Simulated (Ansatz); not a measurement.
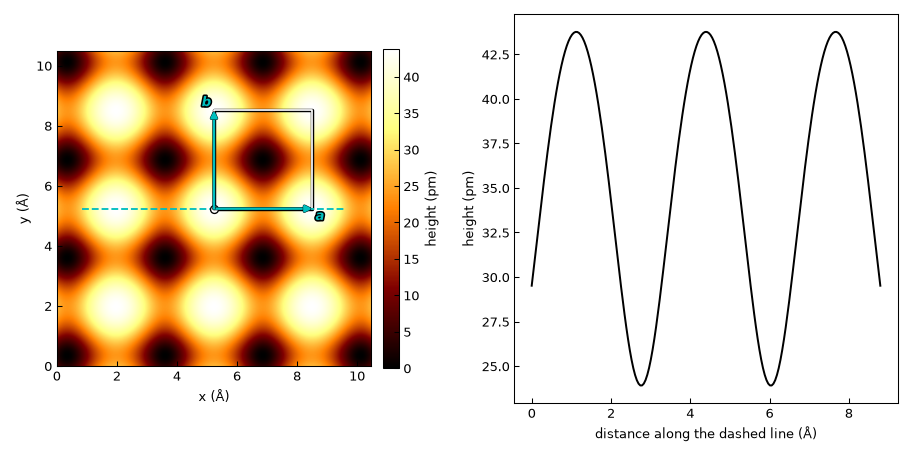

Constant-current image at a set point of 6.8 × 10⁻⁴ e/Å³ of InPd(100) (Pm-3m bulk, the cell from a database of computed structures, not from a measurement, 8 atomic planes (those closer than 0.6 Å count as one), 11 Å, In-terminated), sample bias −1.00 V. The white outline is the surface cell of the coordinates below, with its origin (dot) on a lattice point and its vectors a and b marked. The right panel is the profile along the dashed line.

The STM signal is simulated in the Tersoff–Hamann approximation. Bias windows are sharp sums over the levels of the k mesh.

These are results of DFT PBEsol, scalar-relativistic, plane waves, PAW in Ansatz, not measurements. Cutoff 420 eV, 15 × 15 k-points, Gaussian smearing 0.1 eV, dipole correction. The slab is a cut without reconstruction beyond its cell, at the source's lattice constants, with its lower half held fixed and the rest relaxed. No spin polarisation. Spin–orbit coupling is left out; with In it can shift levels and gaps. The run couldn't confirm all of its levels under its output density. The run warns that the functional's potential is rough in the thin density of the vacuum, where the tip is; weak contrasts and barriers may feel it. On this mesh the free atoms still feel up to 0.20 eV/Å.

```yaml
crystal:
  lattice:
    - [3.27188, 0.00000, 0.00000]
    - [0.00000, 3.27188, 0.00000]
    - [0.00000, 0.00000, 31.45160]
  atoms:
    - { symbol: Pd, position: [0.50000, 0.50000, 0.31795] }
    - { symbol: In, position: [0.00000, 0.00000, 0.36996] }
    - { symbol: Pd, position: [0.50000, 0.50000, 0.42198] }
    - { symbol: In, position: [0.00000, 0.00000, 0.47399] }
    - { symbol: Pd, position: [0.50000, 0.50000, 0.52363] }
    - { symbol: In, position: [0.00000, 0.00000, 0.57603] }
    - { symbol: Pd, position: [0.50000, 0.50000, 0.62636] }
    - { symbol: In, position: [0.00000, 0.00000, 0.67802] }
```

**Which atoms or sites appear bright, which dark, and how strong is the contrast?**

The brightest spots lie over the top In atoms; the darkest points are over the sites above the Pd atoms 1.6 Å below the top plane. The corrugation is 44 pm at a mean tip height of 3.0 Å.
